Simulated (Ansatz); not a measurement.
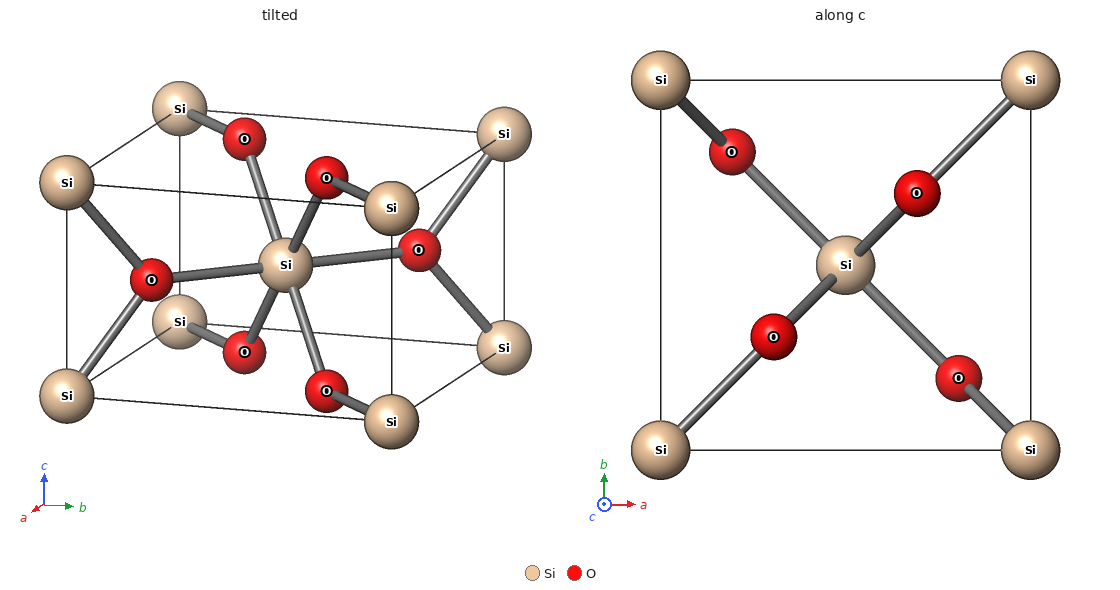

A ball-and-stick rendering, viewed slightly off an axis and along the c axis. Lines trace the edges of the conventional unit cell.

SiO₂, space group P4_2/mnm (No. 136), a = 4.19 Å, b = 4.19 Å, c = 2.67 Å, α = 90.00°, β = 90.00°, γ = 90.00°.

Results below were computed with DFT r2SCAN, scalar-relativistic, plane waves, PAW in Ansatz; the settings were E_cut = 500 eV, 6×6×8 k-points, Gaussian smearing of 0.02 eV, no spin polarisation.

Q: Does it come out as a metal, or with a gap?

A: An insulator at this level, with a gap of 6.51 eV on the k-mesh (the true edges may lie between mesh points, so the gap can be somewhat smaller).

Its origin is a structure listed in the Materials Project. Atoms and cell were optimised with DFT r2SCAN, scalar-relativistic, plane waves, PAW in Ansatz.
